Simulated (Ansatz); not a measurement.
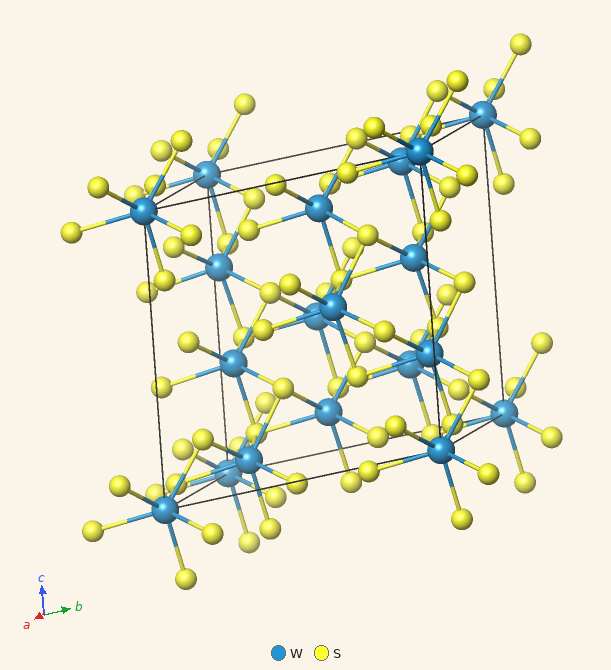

An orthographic ball-and-stick view of the structure, slightly off an axis. The simulation cell is outlined; an atom on or near a face, edge or corner is repeated at each equivalent position. Some atoms of the next cells are drawn as well.

W6S13, a = 10.00 Å, b = 10.00 Å, c = 10.00 Å, α = 70.19°, β = 70.19°, γ = 70.19°.

Computational set-up: DFT PBE, scalar-relativistic, plane waves, PAW (Ansatz), plane waves up to 420 eV, a 2×2×2 grid in reciprocal space, Gaussian smearing of 0.01 eV, collinear spins.

**Does it come out as a metal, or with a gap?**

A semiconductor at this level, with a gap of 0.38 eV on the k-mesh (the true edges may lie between mesh points, so the gap can be somewhat smaller).

Origin of the cell: a structure listed in the Materials Project, repeated into a supercell with a point defect put in. The atoms were relaxed in a fixed cell with Ansatz 0.2.0, DFT PBE, scalar-relativistic, plane waves, PAW.
